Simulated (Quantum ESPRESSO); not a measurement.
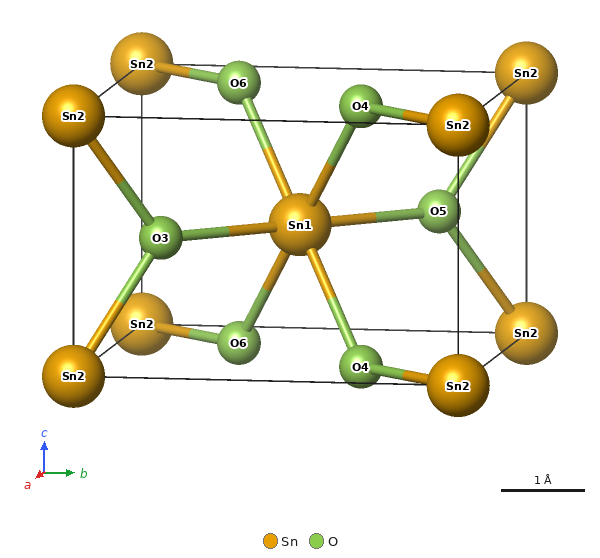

*The structure as given in the input (ball-and-stick view of the cell of the calculation, seen slightly off an axis; atoms are numbered from 1 in the order of the input). An atom can appear more than once, as a periodic image.*

Near neighbours in the periodic cell (some may lie outside the picture): Sn has 6 O at 2.05 to 2.06 Å; O has 3 Sn at 2.05 to 2.06 Å.

# SnO$_{2}$: band-structure run (part 1 of 2)

The run: band-structure run of SnO$_{2}$ (P4₂/mnm, 6 atoms in the cell). Method and program: Kohn-Sham DFT of a periodic cell, PBEsol, GBRV 1.5 PBEsol, no spin polarisation (Quantum ESPRESSO 7.5).

The structure derives from an entry of the Crystallography Open Database.

## Input file
```
&CONTROL
  calculation = 'scf'
  prefix = 'pwscf'
  outdir = './tmp'
  pseudo_dir = './pseudo'
  tprnfor = .true.
  tstress = .true.
  disk_io = 'low'
/
&SYSTEM
  ibrav = 0
  celldm(1) = 8
  nat = 6
  ntyp = 2
  ecutwfc = 68
  ecutrho = 544
  nbnd = 36
  occupations = 'smearing'
  smearing = 'fd'
  degauss = 0.00367493
/
&ELECTRONS
  conv_thr = 1.2d-09
  electron_maxstep = 120
  mixing_beta = 0.5
/
ATOMIC_SPECIES
Sn   118.7100 sn_pbesol_v1.4.uspp.F.UPF
O     15.9990 o_pbesol_v1.2.uspp.F.UPF
CELL_PARAMETERS alat
  1.1191902973096   0.0000000000000   0.0000000000000
  0.0000000000000   1.1191902973096   0.0000000000000
  0.0000000000000   0.0000000000000   0.7527015370150
ATOMIC_POSITIONS crystal
Sn     0.5000000000    0.5000000000    0.5000000000
Sn     0.0000000000    0.0000000000    0.0000000000
O      0.8071000000    0.1929000000    0.5000000000
O      0.6929000000    0.6929000000    0.0000000000
O      0.1929000000    0.8071000000    0.5000000000
O      0.3071000000    0.3071000000    0.0000000000
K_POINTS automatic
6 6 8 0 0 0
```

## File bands.in
```
&CONTROL
  calculation = 'bands'
  prefix = 'pwscf'
  outdir = './tmp'
  pseudo_dir = './pseudo'
  disk_io = 'low'
  verbosity = 'high'
/
&SYSTEM
  ibrav = 0
  celldm(1) = 8
  nat = 6
  ntyp = 2
  ecutwfc = 68
  ecutrho = 544
  nbnd = 36
  occupations = 'smearing'
  smearing = 'fd'
  degauss = 0.00367493
/
&ELECTRONS
  conv_thr = 1d-08
  electron_maxstep = 120
  mixing_beta = 0.5
  diago_full_acc = .true.
  startingwfc = 'random'
/
ATOMIC_SPECIES
Sn   118.7100 sn_pbesol_v1.4.uspp.F.UPF
O     15.9990 o_pbesol_v1.2.uspp.F.UPF
CELL_PARAMETERS alat
  1.1191902973096   0.0000000000000   0.0000000000000
  0.0000000000000   1.1191902973096   0.0000000000000
  0.0000000000000   0.0000000000000   0.7527015370150
ATOMIC_POSITIONS crystal
Sn     0.5000000000    0.5000000000    0.5000000000
Sn     0.0000000000    0.0000000000    0.0000000000
O      0.8071000000    0.1929000000    0.5000000000
O      0.6929000000    0.6929000000    0.0000000000
O      0.1929000000    0.8071000000    0.5000000000
O      0.3071000000    0.3071000000    0.0000000000
K_POINTS crystal
60
 0.0000000000  0.0000000000  0.0000000000 1
 0.0000000000  0.1250000000  0.0000000000 1
 0.0000000000  0.2500000000  0.0000000000 1
 0.0000000000  0.3750000000  0.0000000000 1
 0.0000000000  0.5000000000  0.0000000000 1
 0.1250000000  0.5000000000  0.0000000000 1
 0.2500000000  0.5000000000  0.0000000000 1
 0.3750000000  0.5000000000  0.0000000000 1
 0.5000000000  0.5000000000  0.0000000000 1
 0.4285714286  0.4285714286  0.0000000000 1
 0.3571428571  0.3571428571  0.0000000000 1
 0.2857142857  0.2857142857  0.0000000000 1
 0.2142857143  0.2142857143  0.0000000000 1
 0.1428571429  0.1428571429  0.0000000000 1
 0.0714285714  0.0714285714  0.0000000000 1
 0.0000000000  0.0000000000  0.0000000000 1
 0.0000000000  0.0000000000  0.0714285714 1
 0.0000000000  0.0000000000  0.1428571429 1
 0.0000000000  0.0000000000  0.2142857143 1
 0.0000000000  0.0000000000  0.2857142857 1
 0.0000000000  0.0000000000  0.3571428571 1
 0.0000000000  0.0000000000  0.4285714286 1
 0.0000000000  0.0000000000  0.5000000000 1
 0.0000000000  0.1000000000  0.5000000000 1
 0.0000000000  0.2000000000  0.5000000000 1
 0.0000000000  0.3000000000  0.5000000000 1
 0.0000000000  0.4000000000  0.5000000000 1
 0.0000000000  0.5000000000  0.5000000000 1
 0.1000000000  0.5000000000  0.5000000000 1
 0.2000000000  0.5000000000  0.5000000000 1
 0.3000000000  0.5000000000  0.5000000000 1
 0.4000000000  0.5000000000  0.5000000000 1
 0.5000000000  0.5000000000  0.5000000000 1
 0.4375000000  0.4375000000  0.5000000000 1
 0.3750000000  0.3750000000  0.5000000000 1
 0.3125000000  0.3125000000  0.5000000000 1
 0.2500000000  0.2500000000  0.5000000000 1
 0.1875000000  0.1875000000  0.5000000000 1
 0.1250000000  0.1250000000  0.5000000000 1
 0.0625000000  0.0625000000  0.5000000000 1
 0.0000000000  0.0000000000  0.5000000000 1
 0.0000000000  0.5000000000  0.0000000000 1
 0.0000000000  0.5000000000  0.0555555556 1
 0.0000000000  0.5000000000  0.1111111111 1
 0.0000000000  0.5000000000  0.1666666667 1
 0.0000000000  0.5000000000  0.2222222222 1
 0.0000000000  0.5000000000  0.2777777778 1
 0.0000000000  0.5000000000  0.3333333333 1
 0.0000000000  0.5000000000  0.3888888889 1
 0.0000000000  0.5000000000  0.4444444444 1
 0.0000000000  0.5000000000  0.5000000000 1
 0.5000000000  0.5000000000  0.0000000000 1
 0.5000000000  0.5000000000  0.0625000000 1
 0.5000000000  0.5000000000  0.1250000000 1
 0.5000000000  0.5000000000  0.1875000000 1
 0.5000000000  0.5000000000  0.2500000000 1
 0.5000000000  0.5000000000  0.3125000000 1
 0.5000000000  0.5000000000  0.3750000000 1
 0.5000000000  0.5000000000  0.4375000000 1
 0.5000000000  0.5000000000  0.5000000000 1
```

Hardware: 2 threads of Intel Xeon (Granite Rapids), 192 GiB of memory available, shared host.

Command:
```bash
OMP_NUM_THREADS=1 mpirun -n 2 pw.x -nk 2 -in pw.in > pw.out
OMP_NUM_THREADS=1 mpirun -n 2 pw.x -nk 2 -in bands.in > bands.out
```

## Log
```
This program is part of the open-source Quantum ESPRESSO suite
     for quantum simulation of materials; please cite
         "P. Giannozzi et al., J. Phys.:Condens. Matter 21 395502 (2009);
         "P. Giannozzi et al., J. Phys.:Condens. Matter 29 465901 (2017);
         "P. Giannozzi et al., J. Chem. Phys. 152 154105 (2020);
          URL
     in publications or presentations arising from this work. More details at

     Message from routine setup:
     using ibrav=0 with symmetry is DISCOURAGED, use correct ibrav instead

     K-points division:     npool     =       2
     Subspace diagonalization in iterative solution of the eigenvalue problem:
     a serial algorithm will be used

     G-vector sticks info
     --------------------
     sticks:   dense  smooth     PW     G-vecs:    dense   smooth      PW
     Sum        3457    1741    509               103349    36603    5869

     Using Slab Decomposition

     bravais-lattice index     =            0
     lattice parameter (alat)  =       8.0000  a.u.
     unit-cell volume          =     482.7259 (a.u.)^3
     number of atoms/cell      =            6
     number of atomic types    =            2
     number of electrons       =        52.00
     number of Kohn-Sham states=           36
     kinetic-energy cutoff     =      68.0000  Ry
     charge density cutoff     =     544.0000  Ry
     scf convergence threshold =      1.2E-09
     mixing beta               =       0.5000
     number of iterations used =            8  plain     mixing
     Exchange-correlation= SLA  PW   PSX  PSC
                           (   1   4  10   8   0   0   0)

     celldm(1)=   8.000000  celldm(2)=   0.000000  celldm(3)=   0.000000
     celldm(4)=   0.000000  celldm(5)=   0.000000  celldm(6)=   0.000000

     crystal axes: (cart. coord. in units of alat)
               a(1) = (   1.119190   0.000000   0.000000 )
               a(2) = (   0.000000   1.119190   0.000000 )
               a(3) = (   0.000000   0.000000   0.752702 )

     reciprocal axes: (cart. coord. in units 2 pi/alat)
               b(1) = (  0.893503  0.000000  0.000000 )
               b(2) = (  0.000000  0.893503  0.000000 )
               b(3) = (  0.000000  0.000000  1.328548 )

     PseudoPot. # 1 for Sn read from file:
     sn_pbesol_v1.4.uspp.F.UPF
     Pseudo is Ultrasoft + core correction, Zval = 14.0
     Generated by new atomic code, or converted to UPF format
     Using radial grid of  891 points,  6 beta functions with:
                l(1) =   0
                l(2) =   0
                l(3) =   1
                l(4) =   1
                l(5) =   2
                l(6) =   2
     Q(r) pseudized with  8 coefficients,  rinner =    1.350   1.350   1.350
                                                       1.350   1.350

     PseudoPot. # 2 for O  read from file:
     o_pbesol_v1.2.uspp.F.UPF
     Pseudo is Ultrasoft + core correction, Zval =  6.0
     Generated by new atomic code, or converted to UPF format
     Using radial grid of  737 points,  5 beta functions with:
                l(1) =   0
                l(2) =   0
                l(3) =   1
                l(4) =   1
                l(5) =   2
     Q(r) pseudized with  8 coefficients,  rinner =    0.900   0.900   0.900
                                                       0.900   0.900

     atomic species   valence    mass     pseudopotential
     Sn               14.00   118.71000     Sn( 1.00)
     O                 6.00    15.99900     O ( 1.00)

     16 Sym. Ops., with inversion, found ( 8 have fractional translation)

   Cartesian axes

     site n.     atom                  positions (alat units)
         1        Sn     tau(   1) = (   0.5595951   0.5595951   0.3763508  )
         2        Sn     tau(   2) = (   0.0000000   0.0000000   0.0000000  )
         3        O      tau(   3) = (   0.9032985   0.2158918   0.3763508  )
         4        O      tau(   4) = (   0.7754870   0.7754870   0.0000000  )
         5        O      tau(   5) = (   0.2158918   0.9032985   0.3763508  )
         6        O      tau(   6) = (   0.3437033   0.3437033   0.0000000  )

     number of k points=    50  Fermi-Dirac smearing, width (Ry)=  0.0037
                       cart. coord. in units 2pi/alat
        k(    1) = (   0.0000000   0.0000000   0.0000000), wk =   0.0069444
        k(    2) = (   0.0000000   0.0000000   0.1660685), wk =   0.0138889
        k(    3) = (   0.0000000   0.0000000   0.3321370), wk =   0.0138889
        k(    4) = (   0.0000000   0.0000000   0.4982054), wk =   0.0138889
        k(    5) = (   0.0000000   0.0000000  -0.6642739), wk =   0.0069444
        k(    6) = (   0.0000000   0.1489172   0.0000000), wk =   0.0277778
        k(    7) = (   0.0000000   0.1489172   0.1660685), wk =   0.0555556
        k(    8) = (   0.0000000   0.1489172   0.3321370), wk =   0.0555556
        k(    9) = (   0.0000000   0.1489172   0.4982054), wk =   0.0555556
        k(   10) = (   0.0000000   0.1489172  -0.6642739), wk =   0.0277778
        k(   11) = (   0.0000000   0.2978344   0.0000000), wk =   0.0277778
        k(   12) = (   0.0000000   0.2978344   0.1660685), wk =   0.0555556
        k(   13) = (   0.0000000   0.2978344   0.3321370), wk =   0.0555556
        k(   14) = (   0.0000000   0.2978344   0.4982054), wk =   0.0555556
        k(   15) = (   0.0000000   0.2978344  -0.6642739), wk =   0.0277778
        k(   16) = (   0.0000000  -0.4467515   0.0000000), wk =   0.0138889
        k(   17) = (   0.0000000  -0.4467515   0.1660685), wk =   0.0277778
        k(   18) = (   0.0000000  -0.4467515   0.3321370), wk =   0.0277778
        k(   19) = (   0.0000000  -0.4467515   0.4982054), wk =   0.0277778
        k(   20) = (   0.0000000  -0.4467515  -0.6642739), wk =   0.0138889
        k(   21) = (   0.1489172   0.1489172   0.0000000), wk =   0.0277778
        k(   22) = (   0.1489172   0.1489172   0.1660685), wk =   0.0555556
        k(   23) = (   0.1489172   0.1489172   0.3321370), wk =   0.0555556
        k(   24) = (   0.1489172   0.1489172   0.4982054), wk =   0.0555556
        k(   25) = (   0.1489172   0.1489172  -0.6642739), wk =   0.0277778
        k(   26) = (   0.1489172   0.2978344   0.0000000), wk =   0.0555556
        k(   27) = (   0.1489172   0.2978344   0.1660685), wk =   0.1111111
        k(   28) = (   0.1489172   0.2978344   0.3321370), wk =   0.1111111
        k(   29) = (   0.1489172   0.2978344   0.4982054), wk =   0.1111111
        k(   30) = (   0.1489172   0.2978344  -0.6642739), wk =   0.0555556
        k(   31) = (   0.1489172  -0.4467515   0.0000000), wk =   0.0277778
        k(   32) = (   0.1489172  -0.4467515   0.1660685), wk =   0.0555556
        k(   33) = (   0.1489172  -0.4467515   0.3321370), wk =   0.0555556
        k(   34) = (   0.1489172  -0.4467515   0.4982054), wk =   0.0555556
        k(   35) = (   0.1489172  -0.4467515  -0.6642739), wk =   0.0277778
        k(   36) = (   0.2978344   0.2978344   0.0000000), wk =   0.0277778
        k(   37) = (   0.2978344   0.2978344   0.1660685), wk =   0.0555556
        k(   38) = (   0.2978344   0.2978344   0.3321370), wk =   0.0555556
        k(   39) = (   0.2978344   0.2978344   0.4982054), wk =   0.0555556
        k(   40) = (   0.2978344   0.2978344  -0.6642739), wk =   0.0277778
        k(   41) = (   0.2978344  -0.4467515   0.0000000), wk =   0.0277778
        k(   42) = (   0.2978344  -0.4467515   0.1660685), wk =   0.0555556
        k(   43) = (   0.2978344  -0.4467515   0.3321370), wk =   0.0555556
        k(   44) = (   0.2978344  -0.4467515   0.4982054), wk =   0.0555556
        k(   45) = (   0.2978344  -0.4467515  -0.6642739), wk =   0.0277778
        k(   46) = (  -0.4467515  -0.4467515   0.0000000), wk =   0.0069444
        k(   47) = (  -0.4467515  -0.4467515   0.1660685), wk =   0.0138889
        k(   48) = (  -0.4467515  -0.4467515   0.3321370), wk =   0.0138889
        k(   49) = (  -0.4467515  -0.4467515   0.4982054), wk =   0.0138889
        k(   50) = (  -0.4467515  -0.4467515  -0.6642739), wk =   0.0069444

     Dense  grid:   103349 G-vectors     FFT dimensions: (  72,  72,  48)

     Smooth grid:    36603 G-vectors     FFT dimensions: (  48,  48,  32)

     Check: negative core charge=   -0.000002

     Initial potential from superposition of free atoms

     starting charge      49.9999, renormalised to      52.0000
     Starting wfcs are   34 randomized atomic wfcs +    2 random wfcs

     Self-consistent Calculation

     iteration #  1     ecut=    68.00 Ry     beta= 0.50
     Davidson diagonalization with overlap
     ethr =  1.00E-02,  avg # of iterations =  6.6

     total energy              =    -446.47365594 Ry
     estimated scf accuracy    <       1.57177187 Ry

     iteration #  2     ecut=    68.00 Ry     beta= 0.50
     Davidson diagonalization with overlap
     ethr =  3.02E-03,  avg # of iterations =  2.0

     total energy              =    -446.88164486 Ry
     estimated scf accuracy    <       0.26287570 Ry

     iteration #  3     ecut=    68.00 Ry     beta= 0.50
     Davidson diagonalization with overlap
     ethr =  5.06E-04,  avg # of iterations =  2.2

     total energy              =    -446.92353910 Ry
     estimated scf accuracy    <       0.01462769 Ry

     iteration #  4     ecut=    68.00 Ry     beta= 0.50
     Davidson diagonalization with overlap
     ethr =  2.81E-05,  avg # of iterations =  5.6

     total energy              =    -446.92469599 Ry
     estimated scf accuracy    <       0.00141810 Ry

     iteration #  5     ecut=    68.00 Ry     beta= 0.50
     Davidson diagonalization with overlap
     ethr =  2.73E-06,  avg # of iterations =  4.0

     total energy              =    -446.92494056 Ry
     estimated scf accuracy    <       0.00004713 Ry

     iteration #  6     ecut=    68.00 Ry     beta= 0.50
     Davidson diagonalization with overlap
     ethr =  9.06E-08,  avg # of iterations =  3.4

     total energy              =    -446.92496307 Ry
     estimated scf accuracy    <       0.00001856 Ry

     iteration #  7     ecut=    68.00 Ry     beta= 0.50
     Davidson diagonalization with overlap
     ethr =  3.57E-08,  avg # of iterations =  2.0

     total energy              =    -446.92496636 Ry
     estimated scf accuracy    <       0.00000025 Ry

     iteration #  8     ecut=    68.00 Ry     beta= 0.50
     Davidson diagonalization with overlap
     ethr =  4.72E-10,  avg # of iterations =  4.5

     total energy              =    -446.92496659 Ry
     estimated scf accuracy    <          8.9E-09 Ry

     iteration #  9     ecut=    68.00 Ry     beta= 0.50
     Davidson diagonalization with overlap
     ethr =  1.71E-11,  avg # of iterations =  3.3

     total energy              =    -446.92496660 Ry
     estimated scf accuracy    <          1.3E-09 Ry

     iteration # 10     ecut=    68.00 Ry     beta= 0.50
     Davidson diagonalization with overlap
     ethr =  2.53E-12,  avg # of iterations =  2.2

     End of self-consistent calculation

          k = 0.0000 0.0000 0.0000 (  4571 PWs)   bands (ev):

   -11.6595 -10.9028 -10.6074 -10.5886 -10.5886 -10.4967 -10.4562 -10.3650
   -10.3314 -10.3314  -9.4534  -7.5655  -7.5655  -5.7586   1.2412   5.3085
     5.3085   5.4074   6.2694   7.3615   7.4664   8.1864   8.1864   8.6594
     8.6594   9.4346  10.6262  15.4624  15.6418  15.6418  19.6947  19.9078
    21.4341  21.4341  21.8743  21.9313

          k = 0.0000 0.0000 0.1661 (  4580 PWs)   bands (ev):

   -11.5831 -10.8057 -10.7413 -10.7413 -10.5783 -10.5111 -10.4497 -10.3655
   -10.3527 -10.3527  -9.3740  -7.3128  -7.3128  -5.8780   1.2187   5.2784
     5.4567   5.4567   6.3443   6.3740   7.3473   7.5949   7.5949   8.6937
     8.6937   9.3022  11.6003  15.7955  16.3030  16.3030  18.7617  20.8050
    21.3705  21.3705  21.7019  21.8466

          k = 0.0000 0.0000 0.3321 (  4576 PWs)   bands (ev):

   -11.3825 -11.0519 -11.0519 -10.6454 -10.5067 -10.5005 -10.4324 -10.3938
   -10.3938 -10.3682  -9.0895  -6.7562  -6.7562  -6.2562   1.2199   4.7158
     5.1131   5.8071   5.8071   6.5549   6.5549   6.6790   6.8738   8.5885
     8.5885   8.9270  13.2193  16.2926  17.7493  17.7493  18.1350  21.0737
    21.1387  21.1387  21.6307  21.7962

          k = 0.0000 0.0000 0.4982 (  4616 PWs)   bands (ev):

   -11.3067 -11.3067 -11.1286 -10.7205 -10.4317 -10.4317 -10.4104 -10.4034
   -10.3757 -10.3727  -8.5192  -6.9026  -6.2337  -6.2337   1.4460   3.2221
     5.2060   5.4421   5.4421   6.2275   6.5183   6.5183   7.1560   8.3412
     8.3412   8.3759  14.6092  16.2135  18.2578  19.1801  19.1801  20.1294
    20.7296  20.7296  21.8126  22.4131

          k = 0.0000 0.0000-0.6643 (  4576 PWs)   bands (ev):

   -11.4009 -11.4009 -10.8943 -10.8943 -10.4470 -10.4470 -10.3900 -10.3900
   -10.3398 -10.3398  -7.7230  -7.7230  -6.0199  -6.0199   2.0980   2.0980
     5.1038   5.1038   5.6118   5.6118   6.7952   6.7952   7.7500   7.7500
     8.1574   8.1574  15.5876  15.5876  19.0671  19.0671  20.0256  20.0256
    20.2759  20.2759  22.0208  22.0208

          k = 0.0000 0.1489 0.0000 (  4571 PWs)   bands (ev):

   -11.6173 -10.9490 -10.6071 -10.5867 -10.5866 -10.5350 -10.4493 -10.3702
   -10.3338 -10.3337  -9.3665  -7.7554  -7.3985  -5.8180   1.4203   4.8198
     5.4457   5.5143   6.4386   7.1843   7.6559   8.0996   8.1939   8.2111
     8.6767   9.2926  11.3263  15.2388  15.7537  15.8898  19.9730  20.1723
    21.1749  21.4250  21.8408  21.9668

          k = 0.0000 0.1489 0.1661 (  4560 PWs)   bands (ev):

   -11.5453 -10.8881 -10.7415 -10.7380 -10.5718 -10.5072 -10.4433 -10.3706
   -10.3537 -10.3510  -9.2809  -7.5302  -7.1706  -5.8943   1.4087   4.9222
     5.0241   5.9263   6.1254   6.5008   7.4400   7.6658   7.7526   8.4559
     8.6869   9.2180  12.0366  15.6193  16.3881  16.4787  18.9995  20.9890
    21.0430  21.4077  21.7265  21.8131

          k = 0.0000 0.1489 0.3321 (  4578 PWs)   bands (ev):

   -11.3847 -11.1157 -11.0079 -10.6365 -10.4988 -10.4980 -10.4285 -10.3924
   -10.3916 -10.3699  -9.0106  -7.1140  -6.6571  -6.0865   1.4137   4.4998
     4.6882   5.2575   6.2789   6.3714   6.4378   7.0986   7.3863   8.5563
     8.5746   8.9292  13.4291  16.1883  17.7808  17.8003  18.2376  20.5820
    21.1642  21.3539  21.7349  21.7439

          k = 0.0000 0.1489 0.4982 (  4581 PWs)   bands (ev):

   -11.3973 -11.3636 -10.9968 -10.6635 -10.4414 -10.4346 -10.4061 -10.3934
   -10.3765 -10.3716  -8.4967  -7.1699  -6.1706  -6.0810   1.5955   3.1521
     4.6339   5.2685   5.4653   5.5325   7.0209   7.2314   7.3790   8.2974
     8.4214   8.4453  14.7164  16.1870  18.1083  18.8083  19.2408  20.0383
    20.8537  21.0291  21.7863  22.2433

          k = 0.0000 0.1489-0.6643 (  4582 PWs)   bands (ev):

   -11.4610 -11.4610 -10.8064 -10.8064 -10.4506 -10.4506 -10.3879 -10.3879
   -10.3355 -10.3355  -7.7957  -7.7957  -5.9664  -5.9664   2.1529   2.1529
     4.7989   4.7989   5.3029   5.3029   7.3379   7.3379   7.8583   7.8583
     8.1901   8.1901  15.6345  15.6345  18.5460  18.5460  20.1071  20.1071
    20.6399  20.6399  22.0707  22.0707

          k = 0.0000 0.2978 0.0000 (  4552 PWs)   bands (ev):
```
